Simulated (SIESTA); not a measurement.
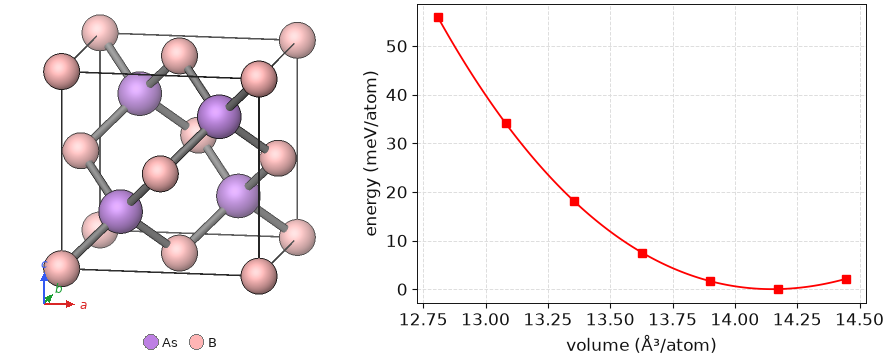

The figure shows the energy against volume for BAs, space group F-43m (No. 216). The conventional cell is drawn beside the plot.

Structure:
```
As B
1.0
     0.00000    2.38850    2.38850
     2.38850    0.00000    2.38850
     2.38850    2.38850    0.00000
As B
1 1
Direct
  0.75000 0.75000 0.75000
  0.00000 0.00000 0.00000
```

Method: DFT in numerical atomic orbitals with pseudopotentials, no spin polarisation; energies at scaled volumes of the given cell, shape and fractions fixed, counted from the fit's minimum, third-order Birch-Murnaghan fit (SIESTA 5.4.2). Level: PBE.

- k mesh: 10×10×10
- occupations: Fermi–Dirac
- smearing width: 0.05 eV
- potentials: PseudoDojo 0.4 standard, converted to PSML, two zetas on semicore shells
- program settings: basis DZP, mesh cutoff 500 Ry

This calculation gives: equilibrium volume 14.15 Å³/atom and bulk modulus 115 GPa.

Now B is replaced by Ga on all its sites, which gives GaAs in the same structure. The second calculation uses k mesh 8×8×8. What happens?

The equilibrium volume rises from 14.15 to 23.85 Å³/atom (+69 %) and the bulk modulus falls from 115 to 66 GPa (−43 %).

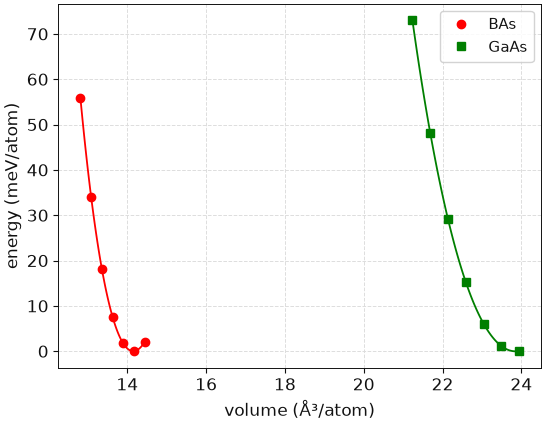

The two results together.

For BAs, limits of the calculation: mulliken charges of long orbitals.

For GaAs, limits of the calculation: the fit and the printed pressures don't fully agree, or the minimum lies near the end of the range; mulliken charges of long orbitals.

V0 and the bulk modulus come from third-order Birch–Murnaghan fits.
